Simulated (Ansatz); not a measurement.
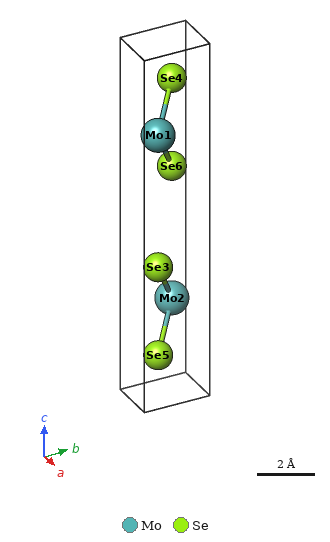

Fig. 1: The structure of the first run (ball-and-stick view of the cell of the calculation, seen slightly off an axis; atoms are numbered from 1 in the order of the input). Near neighbours in the crystal (not all of them lie inside the picture): Mo has 6 Se at 2.49 Å; Se has 3 Mo at 2.49 Å.

# What a change does: geometry relaxation on MoSe₂

System: MoSe₂ (P6₃/mmc, 6 atoms in the cell).
Method of the first run: Kohn-Sham DFT of a periodic cell, PBE with D3(BJ), Ansatz PAW, no spin polarisation (Ansatz 0.2.0).

The structure derives from an entry of the Crystallography Open Database. Text and figures count atoms from 1; the logs count them from 0 in places.

**Input file, the first run**
```yaml
crystal:
  lattice:
    - [3.288, 0.0, 0.0]
    - [-1.644, 2.8474915276, 0.0]
    - [0.0, 0.0, 12.9]
  atoms:
    - { symbol: Mo, position: [0.6666666667, 0.3333333333, 0.75] }
    - { symbol: Mo, position: [0.3333333333, 0.6666666667, 0.25] }
    - { symbol: Se, position: [0.6666666667, 0.3333333333, 0.375] }
    - { symbol: Se, position: [0.3333333333, 0.6666666667, 0.875] }
    - { symbol: Se, position: [0.6666666667, 0.3333333333, 0.125] }
    - { symbol: Se, position: [0.3333333333, 0.6666666667, 0.625] }
hamiltonian:
  xc: pbe
  pseudopotentials: { kind: paw }
  dispersion: d3bj
kpoints:
  mp_grid: { grid: [9, 9, 2] }
scf:
  occupations: { method: fermi_dirac, width: 0.05 }
output:
  forces: true
  stress: true
relax:
  f_tol: 0.01
  max_steps: 40
  cell: { stress_tol: 0.05 }
```

Command:
```bash
ansatz run input.yaml --threads 2 --pin off --max-ram 5632MiB --backend cpu --events-out ev --progress --plain --runs-dir out
```

Hardware: 2 threads of Intel Xeon @ 2.50GHz (Skylake/Cascade Lake), 189 GiB of memory available, shared host.

**Output, shortened to warnings, some set-up lines, iterations and results (the first run)**
```
Basis set: ecut = 420 eV, 2395 PW (Γ), exchange–correlation on 48×48×180 points (8 copies of the dense FFT grid, shifted against one another)
Symmetry: 24 space group operations
k-points: 24 of 162
Initial density: superposition of atomic densities (neutral atoms: chi_scale 0, normalization atom), corrected by the library's trained network
[...]
SCF iter   1: F=—  HF=-31795.024896 eV  |F-HF|=—  |Δ(HF+E_count)|=         —  Δρ=4.89e-3  dr2=7.80e-3  ethr=1.77e-3  ⟨swp⟩=6.3  Hψ=4744  notcnv=0
SCF iter   2: F=—  HF=-31795.033872 eV  |F-HF|=—  |Δ(HF+E_count)|=   8.98e-3  Δρ=2.81e-3  dr2=2.43e-3  ethr=8.47e-6  ⟨swp⟩=2.0  Hψ=2059  notcnv=0  defer=11
SCF iter   3: F=—  HF=-31795.037922 eV  |F-HF|=—  |Δ(HF+E_count)|=   4.05e-3  Δρ=9.62e-4  dr2=1.73e-3  ethr=2.65e-6  ⟨swp⟩=2.2  Hψ=1827  notcnv=0  defer=11
SCF iter   4: F=—  HF=-31795.037915 eV  |F-HF|=—  |Δ(HF+E_count)|=   7.36e-6  Δρ=1.13e-4  dr2=9.19e-6  ethr=1.88e-6  ⟨swp⟩=2.2  Hψ=1611  notcnv=0  defer=11
SCF iter   5: F=—  HF=-31795.037905 eV  |F-HF|=—  |Δ(HF+E_count)|=   1.01e-5  Δρ=3.56e-5  dr2=1.69e-6  ethr=9.99e-9  ⟨swp⟩=2.1  Hψ=2316  notcnv=0  defer=11
[... 44 lines ...]
SCF iter   4: F=—  HF=-31795.173540 eV  |F-HF|=—  |Δ(HF+E_count)|=   1.81e-9  Δρ=1.16e-6  dr2=2.51e-9  ethr=9.07e-12  ⟨swp⟩=2.2  Hψ=1799  notcnv=0
SCF iter   5: F=—  HF=-31795.173540 eV  |F-HF|=—  |Δ(HF+E_count)|=  1.09e-10  Δρ=3.53e-7  dr2=1.36e-10  ethr=2.73e-12  ⟨swp⟩=2.0  Hψ=1423  notcnv=0
SCF iter   6: F=-31795.173540 eV  HF=-31795.173540 eV  |F-HF|=1.82e-11  |Δ(HF+E_count)|=  6.91e-11  Δρ=7.87e-8  dr2=1.53e-11  ethr=1.00e-12  ⟨swp⟩=4.0  Hψ=4665  notcnv=0
SCF 6 converged in 6 iterations: F = -31795.173540 eV  dr2 = 1.53e-11
relax step   6: F+E_penalty+E_count = -31795.17354025 eV  Δ(F+E_penalty+E_count) = +3.350e-4 eV  max|allowed force component| = 1.951e-3 eV/Å  Δτ_max = 0.0000 Å  P = +0.008 …
basis re-selected at this cell: Δ(F+E_penalty+E_count) = +3.350e-4 eV, ΔP = +0.001 GPa vs the last step (what re-selecting the basis moved, of the pressure what is left beyond the Pulay correction that the steps carried, after the strain that the cell walked since its last selection, with what the …
SCF converged after 6 iterations
Free energy (F): -31795.173540 eV
Harris-Foulkes:  -31795.173540 eV  (|F-HF|=1.82e-11)
Internal energy: -31795.173531 eV  (E = F + TS)
E sigma→0 (E₀):  -31795.173535 eV
Entropy (-TS):   -0.000010 eV (-0.002 meV/atom)
Fermi energy:    13.204673 eV
--- Per-component energies (eV) ---
  E_band       = -1593.064796
  E_kinetic    = 1360.833556
  E_local      = -11461.953317  (includes V_loc(G=0)·N_el)
  E_nonlocal   = -2095.728467
  E_hartree    = 5435.720780
  E_xc         = -786.645938
  E_vxc        = -854.666262  (∫ρ·V_xc dr)
  E_paw        = -14048.311669  (= ΣΔE_a)
  E_vpaw       = 587.010223  (= ΣTr[D̂ρ^β])
  E_aug_tail   = -0.002279  (compensation charges beyond the density's cutoff)
  E_ewald      = -10196.211177
  E_disp       = -2.875021  (pairwise vdW)
  E_smearing   = -0.000010  (= −TS)
  E_closure    = -0.000000  (closes the sum)
  Σ components = -31795.173540   (vs F -31795.173540, Δ=0.00e0)
--- Forces (eV/Å), atoms counted from 1 ---
  atom   1  Mo     0.00000000     0.00000000    -0.00000000
  atom   2  Mo    -0.00000000    -0.00000000     0.00000000
  atom   3  Se     0.00000000    -0.00000000     0.00195108
  atom   4  Se     0.00000000     0.00000000     0.00195108
  atom   5  Se     0.00000000    -0.00000000    -0.00195108
  atom   6  Se    -0.00000000     0.00000000    -0.00195108
  max |Σ_I F_I| component: 9.25e-18 eV/Å
--- Stress (GPa, compression-positive) ---
        0.013144       0.000000      -0.000000
        0.000000       0.013144       0.000000
       -0.000000       0.000000      -0.003034
  P = ⅓ Tr σ = 0.0078 GPa (0.078 kbar)
--- Relaxed structure (5 steps of the walk, 4 accepted, 1 SCFs on fresh bases) ---
  F+E_penalty+E_count = -31795.17354025 eV   max|allowed force component| = 1.951e-3 eV/Å   (the final SCF, on the basis selected at the relaxed cell)
  cell:  # Å, volume = 118.4400 Å³
    - [3.276875692180556, 6.832448536779845e-34, -6.405420503231103e-34]
    - [-1.638437846090278, 2.8378575944720783, 6.139903753462932e-35]
[...]
```

For the second run the input was changed thus:
```diff
-  xc: pbe
+  xc: pbesol
-  dispersion: d3bj
```

How does the second run compare with the first run?

The total energies belong to different models, so their difference says nothing on which is more stable or more accurate. The volume per atom goes from 19.74 to 20.22 Å³. The functional changes from PBE to PBEsol. The SCF takes 37 iterations over all geometry steps against 42.

**Output, shortened to warnings, some set-up lines, iterations and results (the second run)**
```
Basis set: ecut = 420 eV, 2395 PW (Γ), exchange–correlation on 48×48×180 points (8 copies of the dense FFT grid, shifted against one another)
Symmetry: 24 space group operations
k-points: 24 of 162
Initial density: superposition of atomic densities (neutral atoms: chi_scale 0, normalization atom), corrected by the library's trained network
[...]
SCF iter   1: F=—  HF=-31495.996858 eV  |F-HF|=—  |Δ(HF+E_count)|=         —  Δρ=5.49e-3  dr2=1.58e-2  ethr=1.77e-3  ⟨swp⟩=6.2  Hψ=4743  notcnv=0
SCF iter   2: F=—  HF=-31496.000463 eV  |F-HF|=—  |Δ(HF+E_count)|=   3.61e-3  Δρ=2.99e-3  dr2=4.03e-3  ethr=1.72e-5  ⟨swp⟩=2.0  Hψ=2083  notcnv=0  defer=7
SCF iter   3: F=—  HF=-31496.002202 eV  |F-HF|=—  |Δ(HF+E_count)|=   1.74e-3  Δρ=1.36e-3  dr2=1.03e-3  ethr=4.38e-6  ⟨swp⟩=2.0  Hψ=1459  notcnv=0  defer=7
SCF iter   4: F=—  HF=-31496.002654 eV  |F-HF|=—  |Δ(HF+E_count)|=   4.51e-4  Δρ=2.36e-4  dr2=8.34e-5  ethr=1.12e-6  ⟨swp⟩=3.0  Hψ=2363  notcnv=0  defer=7
SCF iter   5: F=—  HF=-31496.002633 eV  |F-HF|=—  |Δ(HF+E_count)|=   2.12e-5  Δρ=8.46e-5  dr2=1.58e-5  ethr=9.07e-8  ⟨swp⟩=2.0  Hψ=2353  notcnv=0  defer=7
[... 37 lines ...]
SCF iter   5: F=—  HF=-31496.079278 eV  |F-HF|=—  |Δ(HF+E_count)|=   9.08e-9  Δρ=1.22e-6  dr2=2.66e-9  ethr=1.16e-11  ⟨swp⟩=2.6  Hψ=2130  notcnv=0
SCF iter   6: F=—  HF=-31496.079278 eV  |F-HF|=—  |Δ(HF+E_count)|=   1.81e-9  Δρ=3.96e-7  dr2=2.28e-10  ethr=2.89e-12  ⟨swp⟩=2.0  Hψ=2386  notcnv=0
SCF iter   7: F=-31496.079278 eV  HF=-31496.079278 eV  |F-HF|=1.46e-11  |Δ(HF+E_count)|=  5.02e-10  Δρ=1.29e-7  dr2=5.41e-11  ethr=1.00e-12  ⟨swp⟩=4.0  Hψ=4326  notcnv=0
SCF 5 converged in 7 iterations: F = -31496.079278 eV  dr2 = 5.41e-11
relax step   5: F+E_penalty+E_count = -31496.07927792 eV  Δ(F+E_penalty+E_count) = -6.330e-5 eV  max|allowed force component| = 4.857e-3 eV/Å  Δτ_max = 0.0000 Å  P = +0.031 …
basis re-selected at this cell: Δ(F+E_penalty+E_count) = -6.330e-5 eV, ΔP = -0.000 GPa vs the last step (what re-selecting the basis moved, of the pressure what is left beyond the Pulay correction that the steps carried, after the strain that the cell walked since its last selection, with what the …
SCF converged after 7 iterations
Free energy (F): -31496.079278 eV
Harris-Foulkes:  -31496.079278 eV  (|F-HF|=1.46e-11)
Internal energy: -31496.079275 eV  (E = F + TS)
E sigma→0 (E₀):  -31496.079277 eV
Entropy (-TS):   -0.000003 eV (-0.000 meV/atom)
Fermi energy:    12.611047 eV
--- Per-component energies (eV) ---
  E_band       = -1644.657643
  E_kinetic    = 1360.583953
  E_local      = -12045.995928  (includes V_loc(G=0)·N_el)
  E_nonlocal   = -2079.592697
  E_hartree    = 5696.686954
  E_xc         = -780.696623
  E_vxc        = -852.699588  (∫ρ·V_xc dr)
  E_paw        = -13759.769246  (= ΣΔE_a)
  E_vpaw       = 579.674492  (= ΣTr[D̂ρ^β])
  E_aug_tail   = -0.002337  (compensation charges beyond the density's cutoff)
  E_ewald      = -9891.745752
  E_core_change = 4.452400  (= ΣΔE_core)
  E_smearing   = -0.000003  (= −TS)
  E_closure    = 0.000000  (closes the sum)
  Σ components = -31496.079278   (vs F -31496.079278, Δ=0.00e0)
--- Forces (eV/Å), atoms counted from 1 ---
  atom   1  Mo     0.00000000    -0.00000000    -0.00000000
  atom   2  Mo    -0.00000000     0.00000000     0.00000000
  atom   3  Se     0.00000000    -0.00000000    -0.00485678
  atom   4  Se     0.00000000     0.00000000    -0.00485678
  atom   5  Se     0.00000000    -0.00000000     0.00485678
  atom   6  Se     0.00000000     0.00000000     0.00485678
  max |Σ_I F_I| component: 1.62e-17 eV/Å
--- Stress (GPa, compression-positive) ---
        0.047550      -0.000000       0.000000
       -0.000000       0.047550       0.000000
        0.000000       0.000000      -0.002972
  P = ⅓ Tr σ = 0.0307 GPa (0.307 kbar)
--- Relaxed structure (4 steps of the walk, 3 accepted, 1 SCFs on fresh bases) ---
  F+E_penalty+E_count = -31496.07927792 eV   max|allowed force component| = 4.857e-3 eV/Å   (the final SCF, on the basis selected at the relaxed cell)
  cell:  # Å, volume = 121.3064 Å³
    - [3.2684790206480216, 0.0, 8.540560670974807e-34]
    - [-1.6342395103240108, 2.83058586361767, -4.270280335487403e-34]
[...]
```

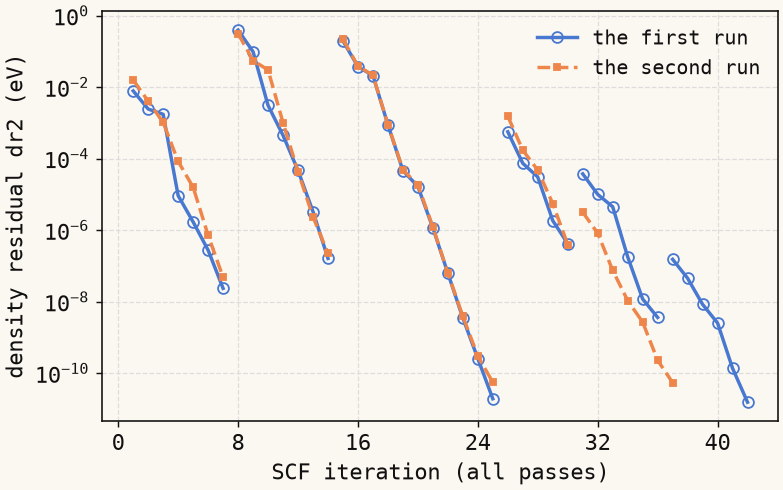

Fig. 2: Convergence of the two runs: density residual dr2 against the SCF iteration. A break in a curve parts two SCF passes. The first run takes 42 iterations in all, and the second run takes 37.

**The two runs side by side**

```tsv
quantity	the first run	the second run
outcome	converged	converged
free energy per atom (eV)	−5299.1956	−5249.3465
pressure (GPa)	0.01	0.03
volume per atom (Å³)	19.74	20.22
largest force (eV/Å)	0.002	0.005
SCF iterations	42	37
irreducible k-points	24	24
wall time (shared host)	61 s	44 s
```
